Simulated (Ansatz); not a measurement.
```
CELL_PARAMETERS angstrom
2.34301 0.00000 2.34301
-2.34301 0.00000 2.34301
0.00000 -4.53795 0.00000
ATOMIC_POSITIONS crystal
Be 0.00000 0.00000 0.00000
Be 0.50000 0.50000 0.50000
S 0.00000 0.50000 0.75000
S 0.50000 0.00000 0.25000
```

Space group I-4m2; computed pressure about 16 GPa in this cell.

Theory: Ansatz 0.2.0, DFT PBEsol, scalar-relativistic, plane waves, PAW.

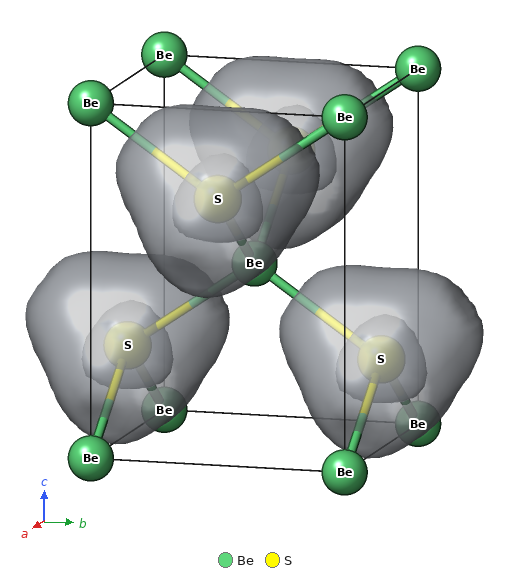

BeS. Isosurface of the electron localisation function at 0.7 (grey), seen slightly off an axis. Only the valence region is drawn (cores and ρ < 0.01 e/Å³ removed). Sticks mark near contacts.

Core electrons are frozen (PAW), and the valence fields are smoothed inside the atomic spheres.

### Describe the localisation domains.

At this value the surface marks out two regions wrapped around S (the valence shell of each), counted in one cell of 4 atoms. Regions shared between cells count once.

Values along the shortest contacts:
Be–S (2.01 Å): the ELF peaks at about 0.95 between the atoms, as expected for a shared but strongly polarised pair.
